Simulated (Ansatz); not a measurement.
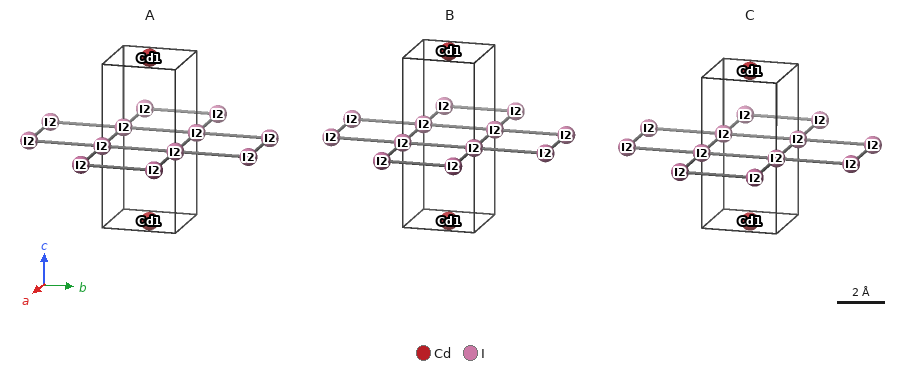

3 geometries from one relaxation of crystalline CdI (a generated structure, set up in P4/mmm) (coarse preliminary run), in shuffled order. Style: ball-and-stick. Shown: the cell of the calculation, slightly off an axis.

All numbers below come from Ansatz, DFT PBE, scalar-relativistic, plane waves, PAW. (plane-wave cutoff 420 eV; k-point mesh 6 × 6 × 4; occupations gaussian; smearing width 0.1 eV; no spin polarisation; cell and atoms relaxed; force threshold 0.04 eV/Å; at most 70 steps)

**Order the frames from highest to lowest energy.**

B, A, C. They are steps 0, 1, 4, at +0.106 eV per cell of the calculation, +38.3 meV per cell of the calculation relative to the last. No atom moves by more than 0.005 Å relative to the cell. Cell: a = b 3.165 → 3.312 Å (+4.6 %), c 7.464 → 6.633 Å (−11.1 %). Volume −2.7 %. Among the contacts that change: I2–I2 3.165 → 3.312 Å. The space group stays P4/mmm (No. 123). Over 3 accepted moves (4 points after the start) the energy falls by 0.106 eV per cell of the calculation. All forces vanish by symmetry, so only the cell relaxes. The pressure goes from 1.44 to −0.11 GPa. The SCF was repeated once at an unchanged geometry on a basis and grid sized afresh for the cell, which shifted the energy by 0.2 meV per cell of the calculation at most. The run took 8.1 s on 1 thread of INTEL(R) XEON(R) PLATINUM 8581C CPU @ 2.30GHz (Emerald Rapids) (shared host), peak memory 0.4 GiB.

Limits of the set-up: layers or molecules are held without a dispersion correction, so their spacing is unreliable.
